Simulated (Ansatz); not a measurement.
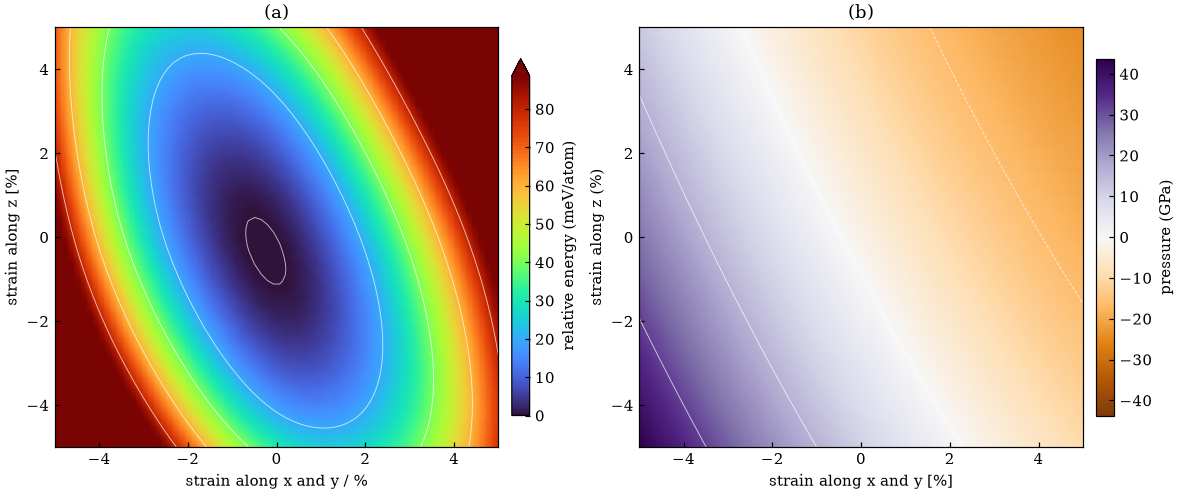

AlRu (Pm-3m, No. 221; 2 atoms in the cell). The cell is strained homogeneously, by one strain along x and y and another along z, with fractional coordinates fixed (x, y and z along the cube axes). First axis: strain along x and y. Second axis: strain along z. The grid has 5 × 5 points. Points are written as (first, second). Energies: meV/atom, counted from the lowest grid point. The reference cell is the one listed in the database, not relaxed at this level. Level of theory: DFT r2SCAN, scalar-relativistic, plane waves, PAW (Ansatz 0.2.0). Settings: cutoff 500 eV, k-mesh 16×16×16, gaussian smearing 0.15 eV, no spin polarisation.

Panel (a) is the energy and panel (b) the computed pressure on the same grid.

The picture shows a smooth colour map with a few white contour lines, one colour for all values above the top of the scale. Between grid points the surface is interpolated.

Q: How does the pressure vary over the map, and what is it at the lowest grid point?

A: It runs from −24 GPa at (5.0 %, 5.0 %) to 44 GPa at (−5.0 %, −5.0 %). At the lowest grid point, (0.0 %, 0.0 %), it is −2 GPa.
